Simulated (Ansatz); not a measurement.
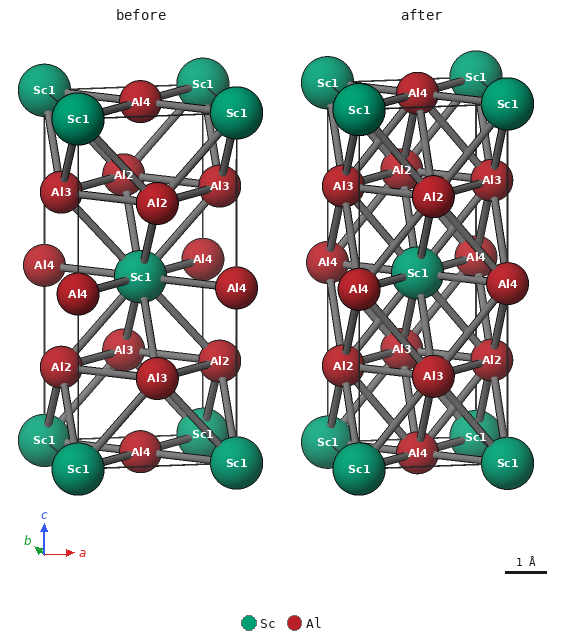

Left: a symmetric starting cell of ScAl3. Right: the same structure after one change, at the same scale. The picture is a ball-and-stick view of the conventional cell (2 times the calculation's cell), seen slightly off an axis. Lengths and directions refer to the drawn axes.

Level of theory: DFT PBE, scalar-relativistic, plane waves, PAW in Ansatz. Set-up: plane-wave cutoff 420 eV; k-point mesh 14 × 14 × 14; occupations gaussian; smearing width 0.1 eV; no spin polarisation.

What distinguishes the right structure from the left one?

Answer. The cell is strained by +2.7 % along c and −6.3 % across it (volume −9.9 %), the atoms keeping their fractional coordinates. No relaxation follows. The starting cell wasn't computed here and needn't be at equilibrium, so pressure and forces aren't due to the change alone.

What does the change do?

Answer. The pressure is 11.1 GPa (not all of it need come from the change, since the unchanged cell can be under pressure at this level too). The principal stresses (compression positive) are 0.1 GPa along c and 16.6 GPa across it. All forces vanish by symmetry. Some distances before and after: Al–Al 2.847 → 2.667 Å, Al–Sc 2.847 → 2.667 Å, Al–Al 2.990 → 2.952 Å, Al–Sc 2.990 → 2.952 Å. The space group stays I4/mmm (No. 139).
